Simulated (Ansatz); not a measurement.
## Run report: Ti18HO36 (charge +1), single-point calculation (part 1 of 3)

The run: single-point calculation of Ti18HO36 (defect cell, 55 atoms in the cell, total charge +1). Method and program: DFT PBE, scalar-relativistic, plane waves, PAW, spin-polarised (Ansatz 0.2.0).

The structure derives from a Materials Project entry.

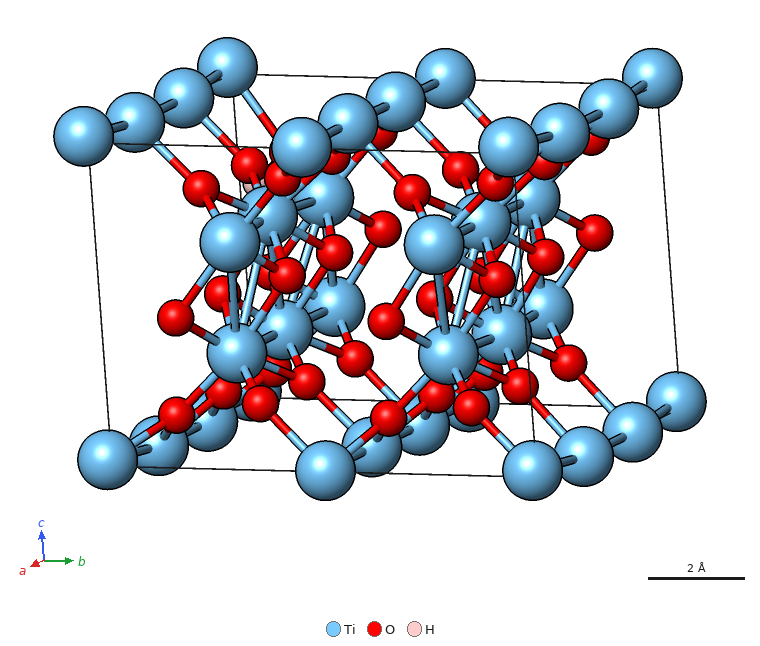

Fig. 1: The structure (ball-and-stick view of the cell of the calculation, seen slightly off an axis). An atom can appear more than once, as a periodic image.

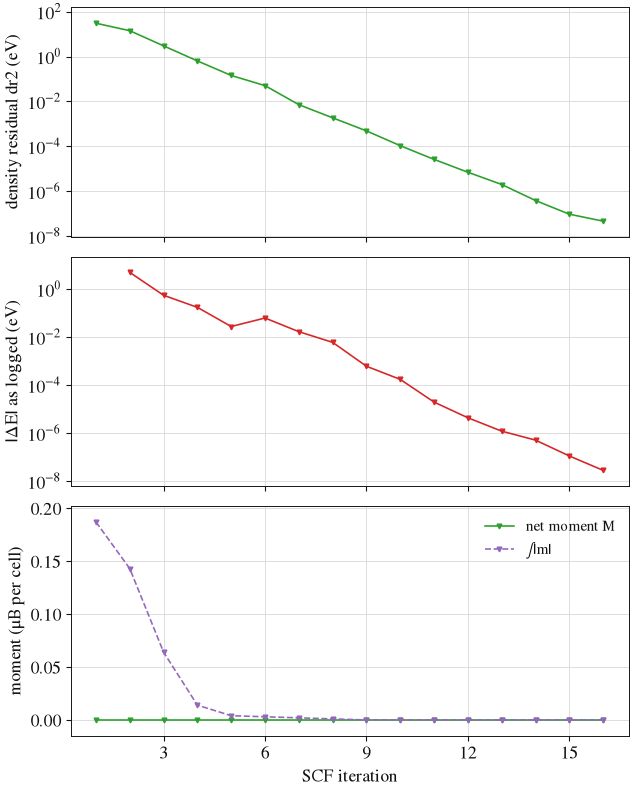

Fig. 2: Convergence of the self-consistent field: density residual dr2, size of the energy change and magnetic moment against the SCF iteration. The residual falls at every step. The net moment stays at 0.0 μB per cell, and ∫|m| falls to zero.

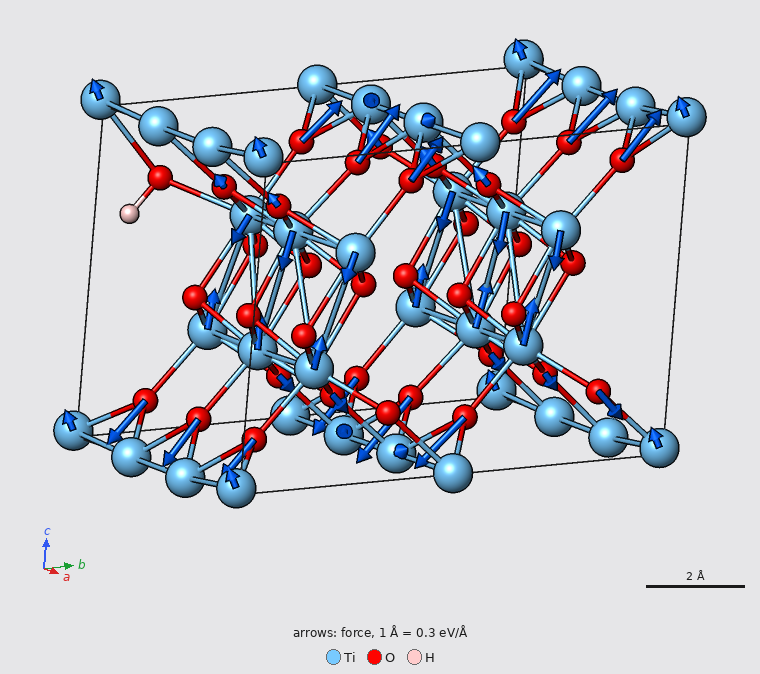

Fig. 3: Forces on the atoms as blue arrows (ball-and-stick view of the cell of the calculation, seen slightly off an axis); the smallest are left out. The largest act on O52 (0.54 eV/Å); O50 (0.47 eV/Å); O22 (0.46 eV/Å); O21, O54 (0.45 eV/Å), among others. Atoms are counted from 1 in the order of the input and aren't labelled in the picture. 

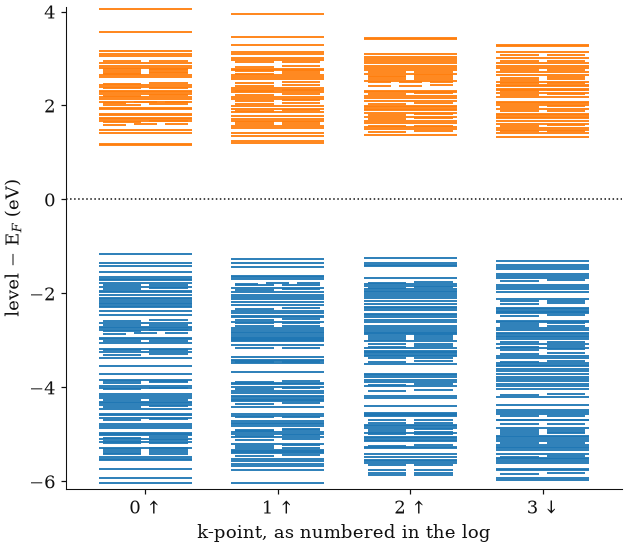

Fig. 4: Kohn–Sham levels near the Fermi level (dotted) at the few k-points that the log prints; levels within 0.02 eV of each other stand side by side. Among these points the highest filled and lowest empty levels are 2.32 eV apart, which is the gap on the mesh.

The input that produced these results follows, with the program's output.

### Input
```yaml
crystal:
  lattice:
    - [8.904794, 0.0, 0.0]
    - [0.000416, 9.415214, 0.0]
    - [1.48357, 0.242353, 7.083465]
  atoms:
    - { symbol: Ti, position: [0.2317262736, 0.2766470276, 0.6767589122], spin: 0.2 }
    - { symbol: Ti, position: [0.2225944027, 0.7597505774, 0.6873813706] }
    - { symbol: Ti, position: [0.5550761263, 0.2543644674, 0.688424096] }
    - { symbol: Ti, position: [0.5563833912, 0.7572986938, 0.6861995106] }
    - { symbol: Ti, position: [0.8831969835, 0.2761046642, 0.6768247143] }
    - { symbol: Ti, position: [0.888016118, 0.7589755749, 0.6869179304] }
    - { symbol: Ti, position: [0.1176659776, 0.2440269111, 0.3147142056] }
    - { symbol: Ti, position: [0.1188818938, 0.7349163074, 0.3235910151] }
    - { symbol: Ti, position: [0.4509381099, 0.23452983, 0.3125709687] }
    - { symbol: Ti, position: [0.4505747771, 0.7491869428, 0.3158024778] }
    - { symbol: Ti, position: [0.7855754558, 0.2389456941, 0.3129051537] }
    - { symbol: Ti, position: [0.7795369181, 0.7351192578, 0.3227453757] }
    - { symbol: Ti, position: [0.0008639454, -0.008885837, 0.0204740232], spin: 0.07 }
    - { symbol: Ti, position: [0.0028980137, 0.5036313816, 0.0041379933], spin: 0.07 }
    - { symbol: Ti, position: [0.3355085545, 0.000436872, -0.0023964155], spin: 0.09 }
    - { symbol: Ti, position: [0.339716595, 0.5008379184, 0.0032866527], spin: 0.1 }
    - { symbol: Ti, position: [0.6721766549, -0.0012764362, -0.0059770676], spin: 0.09 }
    - { symbol: Ti, position: [0.6664005397, 0.499063895, 0.0057059883], spin: 0.1 }
    - { symbol: O, position: [0.1878032165, 0.403220763, 0.8763132041] }
    - { symbol: O, position: [0.1912752824, 0.9039326571, 0.8759354224] }
    - { symbol: O, position: [0.5248687482, 0.4062346523, 0.8716530689] }
    - { symbol: O, position: [0.5246308203, 0.9058684342, 0.8716868166] }
    - { symbol: O, position: [0.8607944002, 0.4034083619, 0.8756902052] }
    - { symbol: O, position: [0.8574158209, 0.9032991766, 0.876180721] }
    - { symbol: O, position: [0.0788396037, 0.3572572539, 0.5488890689] }
    - { symbol: O, position: [0.0778421281, 0.855245108, 0.5538901189] }
    - { symbol: O, position: [0.4132541779, 0.3560251796, 0.5474578021] }
    - { symbol: O, position: [0.4118665261, 0.8526314112, 0.5502666167] }
    - { symbol: O, position: [0.7447171678, 0.3566485719, 0.5473676596] }
    - { symbol: O, position: [0.7447605373, 0.8510843228, 0.5521099937] }
    - { symbol: O, position: [0.3048493307, 0.3481486977, 0.195992614] }
    - { symbol: O, position: [0.3028088499, 0.8498104092, 0.1995156551] }
    - { symbol: O, position: [0.6374457225, 0.3469498305, 0.1960650522] }
    - { symbol: O, position: [0.6378914551, 0.8491226585, 0.1992567649] }
    - { symbol: O, position: [0.9696170313, 0.3503480876, 0.1990824585] }
    - { symbol: O, position: [0.9695679347, 0.8469956438, 0.2034051907] }
    - { symbol: O, position: [0.0409579214, 0.1323471095, 0.774559336], spin: 0.2 }
    - { symbol: O, position: [0.036673608, 0.6522420571, 0.8044610303] }
    - { symbol: O, position: [0.3693984206, 0.1554373798, 0.8014060207] }
    - { symbol: O, position: [0.3687306597, 0.6519714457, 0.8044477232] }
    - { symbol: O, position: [0.7041150198, 0.155120787, 0.8009856581] }
    - { symbol: O, position: [0.7027872504, 0.6516046904, 0.8051305448] }
    - { symbol: O, position: [0.2615823484, 0.1505897463, 0.4487240324], spin: 0.2 }
    - { symbol: O, position: [0.2611830621, 0.6484904202, 0.4533701275] }
    - { symbol: O, position: [0.5953653836, 0.1490451442, 0.4520770273] }
    - { symbol: O, position: [0.5938608745, 0.6474436393, 0.4527490536] }
    - { symbol: O, position: [0.9288327674, 0.1509904125, 0.4488709757] }
    - { symbol: O, position: [0.9287387958, 0.6467670597, 0.4547573233] }
    - { symbol: O, position: [0.1473553571, 0.0984683405, 0.1232841926] }
    - { symbol: O, position: [0.1487635724, 0.5966310765, 0.1299534145] }
    - { symbol: O, position: [0.4830799835, 0.0945924123, 0.1263201231] }
    - { symbol: O, position: [0.4816513671, 0.5959236256, 0.1308462098] }
    - { symbol: O, position: [0.8181408557, 0.0974434163, 0.1229385875] }
    - { symbol: O, position: [0.815311692, 0.595852334, 0.1298595516] }
    - { symbol: H, position: [0.0571481649, 0.0599554138, 0.6770165014], spin: 0.2 }
magnetization:
  spin_polarized: true
total_charge: 1
basis:
  ecutwfc: 420
  fft_grid_basis: typed
kpoints:
  mp_grid: { grid: [2, 1, 2] }
hamiltonian:
  xc: pbe
  pseudopotentials: { kind: paw }
scf:
  occupations: { method: gaussian, width: 0.05 }
output:
  forces: true
  stress: false
  eigenvalues: true
  bader: true
  write_density: true
  volumetric_format: npy
  populations: true
```

Command:
```bash
ansatz run input.yaml --threads 8 --pin off --max-ram 16384MiB --backend cpu --events-out ev --progress --plain --runs-dir out
```

### Log
```
Engine: ansatz 0.2.0, aarch64-unknown-linux-gnu
Pseudopotentials: kind: paw
Pseudopotential: Ti, paw, valence charge 12, recommended cutoff 420 eV (normal), Ti.paw.azcp
Pseudopotential: O, paw, valence charge 6, recommended cutoff 420 eV (normal), O.paw.azcp
Pseudopotential: H, paw, valence charge 1, recommended cutoff 420 eV (normal), H.paw.azcp
Functional definition: PBE
  parameter kappa = 0.804
  parameter beta = 0.06672455060314922
  exchange = pbe_x(kappa = kappa, mu = beta*pi^2/3)
  correlation = pbe_c(beta = beta)
Crystal: 55 atoms, lattice volume = 593.882 Å³
Basis set: ecut = 420 eV, 11597 PW (Γ), exchange–correlation on 120×128×100 points (8 copies of the dense FFT grid, shifted against one another)
Bands: 272, of which v1, the nominal top of the filled ones, is band 216 counted from 1 (215 counted from 0)
Symmetry: 1 space group operations
Space group: P1 (ITA 1), of the structure as read, at distance tolerance 8.4e-5 Å
Magnetic group: BNS 1.1 (UNI 1), of the structure as read, at distance tolerance 8.4e-5 Å
k-points: 4
Non-local potential: Ti, projectors of the file, l = 0: 3, l = 1: 2, l = 2: 3, l = 3: 1
Non-local potential: O, projectors of the file, l = 0: 2, l = 1: 2, l = 2: 1
Non-local potential: H, projectors of the file, l = 0: 2, l = 1: 1
PAW form: soft (Blöchl's): semilocal exchange-correlation on the pseudo side does not see the compensation charge
PAW one-centre angular grid: Ti, 590 points (default); XC on 64 Gauss nodes
PAW one-centre angular grid: O, 110 points (default); XC on 64 Gauss nodes
PAW one-centre angular grid: H, 110 points (default); XC on 64 Gauss nodes
Initial density: superposition of atomic densities (chi_scale 0.1, normalization cell, long waves kept (reshape's long-wave potential 0.08 eV rms))
Starting moments: Σ|m| = 1.32 μB on 10 of 55 sites
Initial wavefunctions: pseudopotential atomic-orbital guess
Functional: x = pbe(κ = 0.804, μ = 0.2195149727645171), c = pbe(β = 0.06672455060314922)
```
